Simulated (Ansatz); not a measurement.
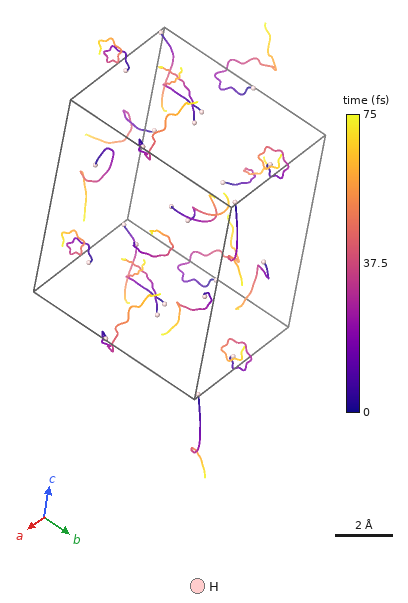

Molecular dynamics of a 16-atom cell of H (set up in Cmce), 75 fs long. Lines trace each atom's path, coloured by time; spheres stand at the starting positions. Seen from a free direction in the simulation cell.

Theory: DFT PBE, scalar-relativistic, plane waves, PAW (Ansatz 0.2.0). Set-up: plane-wave cutoff 420 eV; k-point mesh 2 × 2 × 2; Fermi-Dirac smearing 0.224 eV; volume 1.1 times that of the relaxed crystal; Nosé-Hoover thermostat (NVT); set temperature 2600 K; time step 0.5 fs.

Q: How do the atoms move?

A: Root-mean-square distances from the starting positions over the second half, with the common drift of all atoms taken out: H 1.81 Å. The molecules turn and drift from their places. The mean temperature in the second half is 2053 K (standard deviation 195 K). The potential energy in the second half lies on average 86.6 meV per atom above the first frame. The mean pressure there is 1.9 GPa.

The run took of the order of 2.7 core-minutes on a shared host.
